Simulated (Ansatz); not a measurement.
Input file:

```
crystal:
  lattice:
    - [4.2681409979, 0.0, 0.0]
    - [-2.1340704989, 3.6963185311, 0.0]
    - [0.0, 0.0, 6.3372817272]
  atoms:
    - { symbol: Cd, position: [0.3333333333, 0.6666666667, -0.004445103] }
    - { symbol: Cd, position: [0.6666666667, 0.3333333333, 0.495554897] }
    - { symbol: Se, position: [0.3333333333, 0.6666666667, 0.389445103] }
    - { symbol: Se, position: [0.6666666667, 0.3333333333, 0.889445103] }
basis:
  ecutwfc: 420
kpoints:
  mp_grid: { grid: [9, 9, 4] }
hamiltonian:
  xc: pbe
scf:
  occupations: { method: gaussian, width: 0.02 }
output:
  forces: true
  stress: true
  eigenvalues: true
  write_density: true
  write_potential: true
  elf: true
  volumetric_format: npy
```

Run with:

```sh
ansatz run input.yaml --threads 1 --pin off --max-ram 1331MiB --backend cpu --events-out ev --progress --plain --runs-dir out
```

Below, planes, directions and counts refer to the conventional cell (a = 4.27 Å, b = 4.27 Å, c = 6.34 Å, α = 90.00°, β = 90.00°, γ = 120.00°).

Space group P6₃mc; changed on purpose from its base cell (S replaced by Se, lengths x 1.036, strained and moved within the space group); not relaxed (largest force 0.5 eV/Å); computed pressure about 12 GPa in this cell.

Level of theory: DFT PBE, scalar-relativistic, plane waves, PAW in Ansatz 0.2.0.

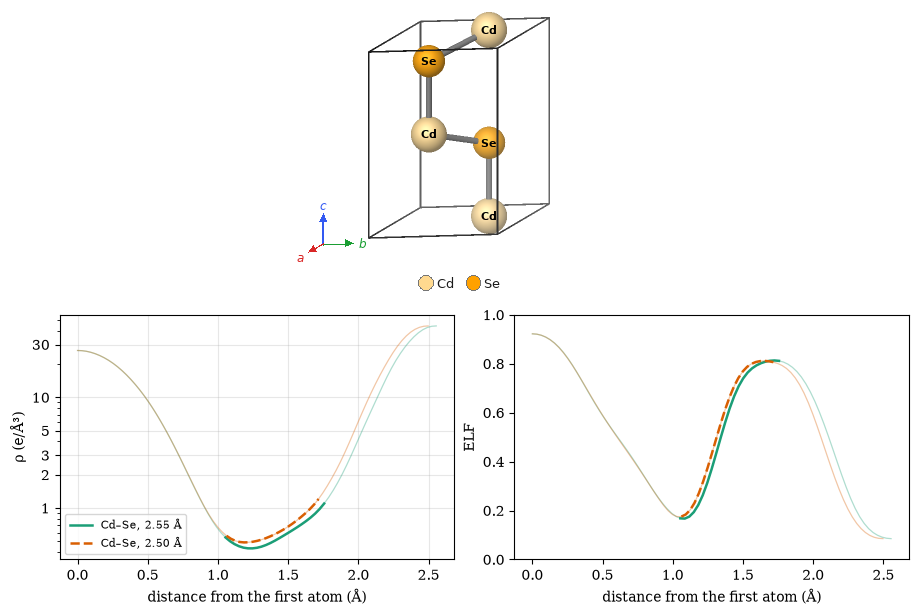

CdSe. Valence pseudo-density and ELF along straight lines between neighbouring atoms. Thin, pale parts lie inside the atomic spheres. The structure is drawn too.

In a PAW calculation such maps are meaningful between the atoms, not at the nuclei.

Question: Compare the contacts.

Answer: Cd–Se (2.55 Å): the density is about 0.44 e/Å³ at the midpoint; the ELF is about 0.35 at the midpoint.
Cd–Se (2.50 Å): ρ is about 0.5 e/Å³ halfway; the ELF is about 0.40 at the midpoint.
